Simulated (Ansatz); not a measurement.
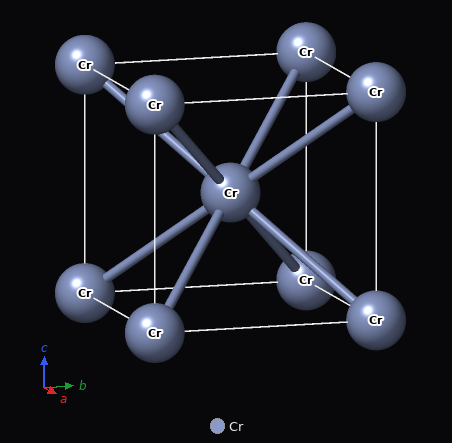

An orthographic ball-and-stick view of the structure, slightly off an axis. The edges of the conventional unit cell are marked.

Cell: a = 2.96 Å, b = 2.96 Å, c = 2.96 Å, α = 90.00°, β = 90.00°, γ = 90.00°.

Bond cut-offs: Cr–Cr up to 2.87 Å (cut-off distances).

The composition is Cr.

> Identify the Bravais lattice.

Body-centred cubic.

> Which space group does it belong to?

Im-3m (No. 229), with Cr on 2a.

> What is the name of this structure type?

Body-centred cubic (W type).

> Give the coordination environment of Cr.

Each Cr has eight Cr in a cubic arrangement at about 2.6 Å. Not all metal-metal contacts are counted.

> What extended units do the bonds make?

The bonds build a three-dimensional framework.

It derives from the standard structure of this element. Earlier steps of the study may have refined or changed the cell and positions. It was run through Ansatz as a DFT input.
